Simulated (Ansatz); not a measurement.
# Energy of Mg along an even scaling of the cell

System: Mg (P6₃/mmc, 4 atoms in the cell).
Method: Kohn-Sham DFT of a periodic cell, PBEsol, all-electron LAPW, scalar-relativistic, no spin polarisation (Ansatz 0.2.0).

The 7 runs differ only in the geometry, by an even scaling of the cell at fixed fractional positions. The structure derives from a Materials Project entry.

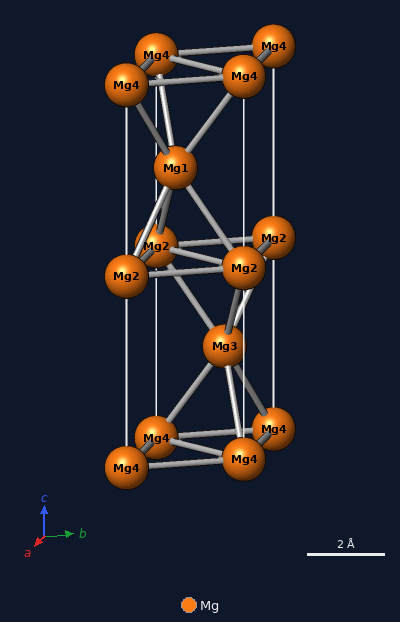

Figure 1. The structure of run 4 (ball-and-stick view of the cell of the calculation, seen slightly off an axis; atoms are numbered from 1 in the order of the input). An atom can appear more than once, as a periodic image.

### Input of run 4
```yaml
crystal:
  lattice:
    - [3.1768261656, 0.0, 0.0]
    - [-1.5884130828, 2.7512121628, 0.0]
    - [0.0, 0.0, 10.31886201]
  atoms:
    - { symbol: Mg, position: [0.6666666667, 0.3333333333, 0.75] }
    - { symbol: Mg, position: [0.0, 0.0, 0.5] }
    - { symbol: Mg, position: [0.3333333333, 0.6666666667, 0.25] }
    - { symbol: Mg, position: [0.0, 0.0, 0.0] }
kpoints:
  mp_grid: { grid: [10, 10, 3] }
scf:
  occupations: { method: fermi_dirac, width: 0.05 }
hamiltonian:
  xc: pbesol
  pseudopotentials: { kind: all_electron, lapw: { basis_error: 0.001 } }
output:
  forces: true
  stress: true
  eigenvalues: true
```

Command:
```bash
ansatz run input.yaml --threads 2 --pin off --max-ram 8192MiB --backend cpu --events-out ev --progress --plain --runs-dir out
```

Run 3 differs from it as follows:
```diff
-    - [3.1768261656, 0.0, 0.0]
-    - [-1.5884130828, 2.7512121628, 0.0]
-    - [0.0, 0.0, 10.31886201]
+    - [3.1555045422, 0.0, 0.0]
+    - [-1.5777522711, 2.7327470953, 0.0]
+    - [0.0, 0.0, 10.2496058158]
```

### Results, with one run withheld

```tsv
run	volume per atom (Å³)	free energy per atom, from the lowest run given (meV)	pressure (GPa)
1	21.194	11.69	2.75
2	21.645	5.32	1.80
3	22.096	?	?
4	22.547	0.00	0.16
5	22.998	0.59	−0.55
6	23.449	3.08	−1.20
7	23.900	7.29	−1.78
```

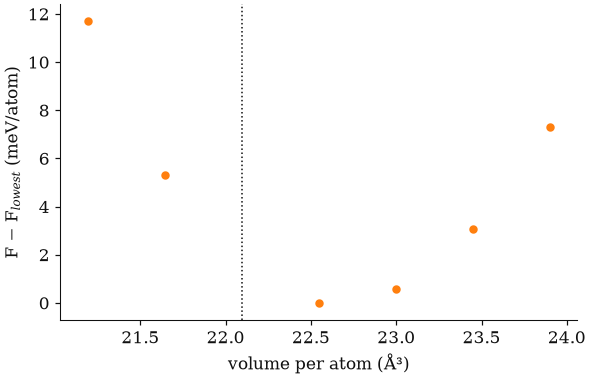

Figure 2. Free energy per atom of the runs given; the dotted line marks run 3.

What should run 3 give?

A cubic polynomial in V^(−2/3) (the Birch–Murnaghan form), fitted to the 6 runs given, misses them by under 0.01 meV per atom. With x = V^(−2/3) − 0.12514 Å⁻², it reads F = −0.030719 + 135.79 x + 3.7236e+05 x² − 87044 x³ (meV per atom). At run 3 it gives 1.50 meV per atom, and the run itself gives 1.51. The slope of the fit gives a pressure −dF/dV of 0.93 GPa there, and the run prints 0.94 GPa. The fit has its minimum at 22.639 Å³ per atom, where V d²F/dV² gives 36.6 GPa. Cell shape and fractional positions are held, so this is the stiffness under even scaling; the relaxed bulk modulus wasn't computed.

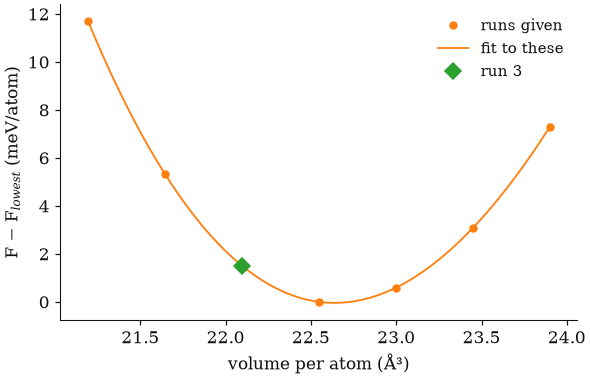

Figure 3. The fit and the withheld run.

### Output, shortened to warnings, some set-up lines, iterations and results (run 3)
```
Basis set: ecut = 109.69418181307859 eV, 227 PW (Γ), exchange–correlation at level 2
Symmetry: 24 space group operations
k-points: 28 of 300
Initial density: superposition of atomic densities (chi_scale 0.1, normalization cell)
[...]
SCF iter   1: F=—  HF=-21758.596556 eV  |F-HF|=—  |Δ(HF+E_count)|=         —  Δρ=7.19e-3  dr2=3.72e-2  ethr=9.23e-5  ⟨swp⟩=3.2  Hψ=4985  notcnv=0
SCF iter   2: F=—  HF=-21758.566479 eV  |F-HF|=—  |Δ(HF+E_count)|=   3.01e-2  Δρ=4.60e-3  dr2=1.72e-2  ethr=9.23e-5  ⟨swp⟩=2.0  Hψ=1969  notcnv=0
SCF iter   3: F=—  HF=-21758.558808 eV  |F-HF|=—  |Δ(HF+E_count)|=   7.67e-3  Δρ=1.35e-3  dr2=2.04e-3  ethr=4.30e-5  ⟨swp⟩=2.0  Hψ=1969  notcnv=0
SCF iter   4: F=—  HF=-21758.558817 eV  |F-HF|=—  |Δ(HF+E_count)|=   9.13e-6  Δρ=6.92e-4  dr2=5.71e-4  ethr=5.10e-6  ⟨swp⟩=2.0  Hψ=1969  notcnv=0
SCF iter   5: F=—  HF=-21758.558903 eV  |F-HF|=—  |Δ(HF+E_count)|=   8.59e-5  Δρ=9.14e-5  dr2=7.00e-6  ethr=1.75e-8  ⟨swp⟩=2.0  Hψ=3361  notcnv=0
SCF iter   6: F=—  HF=-21758.558903 eV  |F-HF|=—  |Δ(HF+E_count)|=   8.72e-8  Δρ=2.18e-5  dr2=4.36e-7  ethr=1.75e-8  ⟨swp⟩=2.0  Hψ=1969  notcnv=0
SCF iter   7: F=-21758.558903 eV  HF=-21758.558903 eV  |F-HF|=3.84e-9  |Δ(HF+E_count)|=   2.58e-8  Δρ=3.34e-6  dr2=1.33e-8  ethr=1.09e-9  ⟨swp⟩=2.0  Hψ=1969  notcnv=0
SCF 1 converged in 7 iterations: F = -21758.558903 eV  dr2 = 1.33e-8
SCF converged after 7 iterations
Free energy (F): -21758.558903 eV
Harris-Foulkes:  -21758.558903 eV  (|F-HF|=3.84e-9)
Internal energy: -21758.540014 eV  (E = F + TS)
E sigma→0 (E₀):  -21758.549458 eV
Entropy (-TS):   -0.018889 eV (-4.722 meV/atom)
Fermi energy:    5.761336 eV
--- Per-component energies (eV) ---
  E_band       = -1422.702134
  E_kinetic    = 21783.655459
  E_xc         = -1742.069226
  E_electrostatic = -41800.126247  (all electrons and nuclei)
  E_smearing   = -0.018889  (= −TS)
  E_closure    = 0.000000  (closes the sum)
  E_atoms      = -21751.724763  (free atoms, spherical and without spin; not in F)
  Σ components = -21758.558903   (vs F -21758.558903, Δ=0.00e0)
  Basis errors (estimates in eV, not in F): energy 2.6e-4 per atom: plane waves 2.5e-4 (1.3e-4 summed), levels above the bands 3.8e-21, relativity 1.3e-8, radial functions 9.0e-6, core shells 1.5e-15; eigenvalues (radial functions only) 3.1e-6; not estimated: angular momenta, meshes, grids; target …
--- Forces (eV/Å), atoms counted from 1 ---
  atom   1  Mg    -0.00000000     0.00000000     0.00000000
  atom   2  Mg     0.00000000    -0.00000000    -0.00000000
  atom   3  Mg     0.00000000     0.00000000     0.00000000
  atom   4  Mg     0.00000000    -0.00000000     0.00000000
  max |Σ_I F_I| component: 1.73e-18 eV/Å
--- Stress (GPa, compression-positive) ---
        0.663773       0.000000       0.000000
        0.000000       0.663773      -0.000000
        0.000000      -0.000000       1.482300
  P = ⅓ Tr σ = 0.9366 GPa (9.366 kbar)
```
